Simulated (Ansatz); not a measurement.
InAs (space group F-43m, No. 216): a calculation's input that goes back to an entry of the Crystallography Open Database (an earlier step may have relaxed or displaced it).

```
In As
1.0
     6.10918    0.00000    0.00000
     0.00000    6.10918    0.00000
     0.00000    0.00000    6.10918
In As
4 4
Direct
  0.00000 0.00000 0.00000
  0.00000 0.50000 0.50000
  0.50000 0.00000 0.50000
  0.50000 0.50000 0.00000
  0.25000 0.25000 0.75000
  0.25000 0.75000 0.25000
  0.75000 0.25000 0.25000
  0.75000 0.75000 0.75000
```

Describe how the polyhedra about In are linked (bonds: As–In below 3 Å).

In: InAs4 tetrahedron, sharing corners with twelve neighbours.

They form a three-dimensional framework of corner-sharing tetrahedra.

Centre to centre across a shared corner: 4.32 Å.

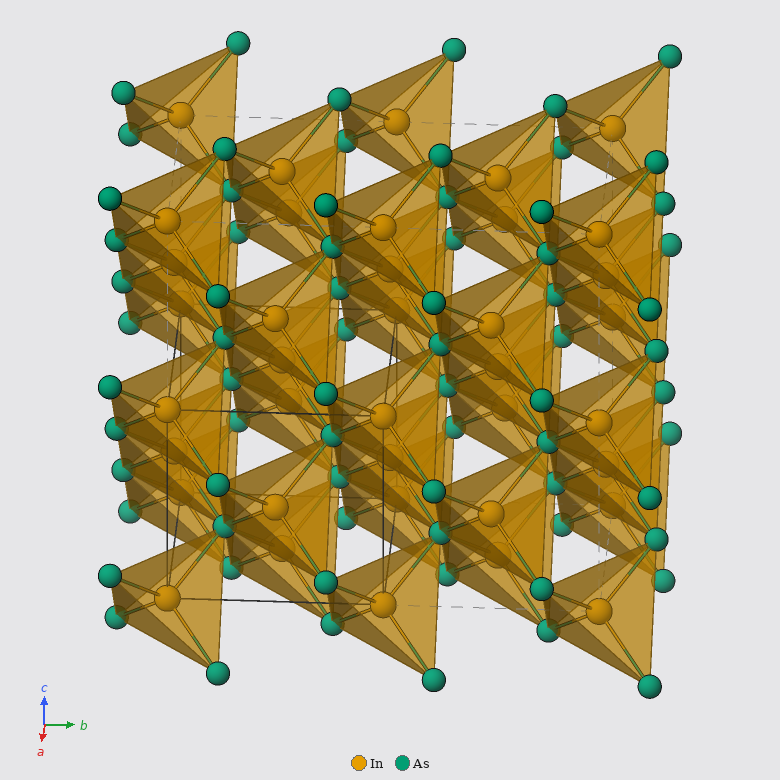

Polyhedra are drawn about In (bonds: As–In below 3 Å); other atoms are plain spheres.
